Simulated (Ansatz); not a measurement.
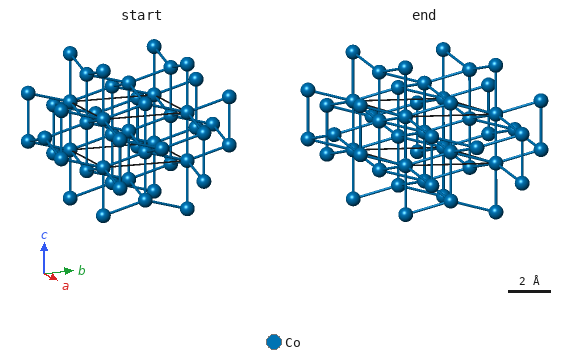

The structure of solid Co (a generated structure, set up in I4_1/amd) before (left) and after (right) a relaxation, at one scale.

The picture is a ball-and-stick view of the conventional cell (2 times the calculation's cell), seen slightly off an axis. Lengths and directions refer to the drawn axes.

Phase: beta-Sn type.

These are results of Ansatz 0.2.0, DFT, PBE, plane waves (420 eV) with PAW, scalar-relativistic, not measurements. Settings: plane-wave cutoff 420 eV; k-point mesh 15 × 15 × 10; occupations fermi dirac; smearing width 0.05 eV; collinear spin; cell and atoms relaxed; force threshold 0.01 eV/Å; at most 60 steps.

Question: Describe what moved and what it gained.

Answer: The run was cut off at its time limit before the program reported convergence, but its last step already meets the force threshold: the largest component is 0.0018 eV/Å against 0.01 eV/Å. The pressure is within 0.01 GPa of its target. No atom moves by more than 0.005 Å relative to the cell. The drawn cell changes as follows: a = b 4.400 → 4.444 Å (+1.0 %), c 2.402 → 2.438 Å (+1.5 %), α 90.0° → 90.2°, β 90.0° → 90.2°, γ 90.0° → 62.9°; the volume changes by −7.8 %. Some distances before and after: Co–Co 2.402 → 2.438 Å, Co–Co 2.280 → 2.305 Å. Among the angles between lasting bonds that change: Co–Co–Co 94.0° → 119.8°, Co–Co–Co 94.0° → 119.3°, Co–Co–Co 94.0° → 69.3°. The space group (tolerance 0.01 Å) goes from I4_1/amd (No. 141) to C2/c (No. 15). The energy falls by 0.559 eV per cell of the calculation in 11 accepted moves (12 points after the start). The largest force component goes from 0.00024 to 0.0018 eV/Å. Pressure: 7.45 GPa at the start and 0.00 GPa at the end. The line search rejected the trial step at point 9 of the run. The program noted that the starting moments weren't kept. Cost: 30 min on 1 thread of Intel(R) Xeon(R) Platinum 8259CL CPU @ 2.50GHz (Skylake/Cascade Lake) (shared host), peak memory 1 GiB.
